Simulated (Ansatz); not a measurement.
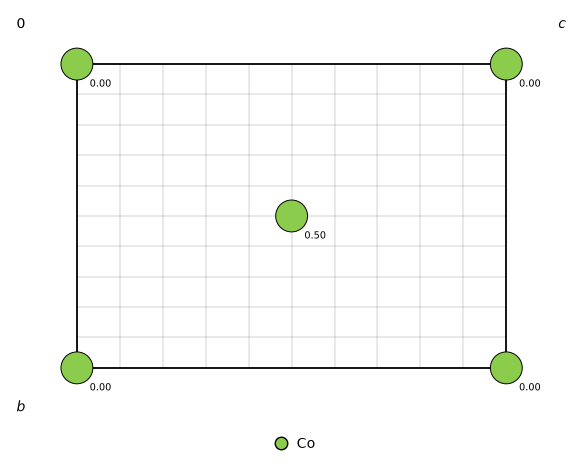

Plan of a unit cell projected along a (b down the page, c across); the numbers are heights as fractions of a, and atoms on the cell's edges are repeated. The grid marks tenths of b and c. Source: coordinates from a relaxation with DFT, RPBE, plane waves (420 eV) with PAW, scalar-relativistic (Ansatz 0.2.0); the starting structure was generated, so it need not be a known form of this composition. All values are computed from the atomic coordinates in the standard setting (tolerance 0.002 Å).

a = 2.463 Å, b = 2.463 Å, c = 3.481 Å, α = 90.00°, β = 90.00°, γ = 90.00°.

Q: What does the cell contain?

A: 2 Co: Co, Z = 2.

Q: Give the fractional coordinates of all atoms, to two places.

A:
| atom | x | y | z |
| --- | --- | --- | --- |
| Co | 0.00 | 0.00 | 0.00 |
| Co | 0.50 | 0.50 | 0.50 |
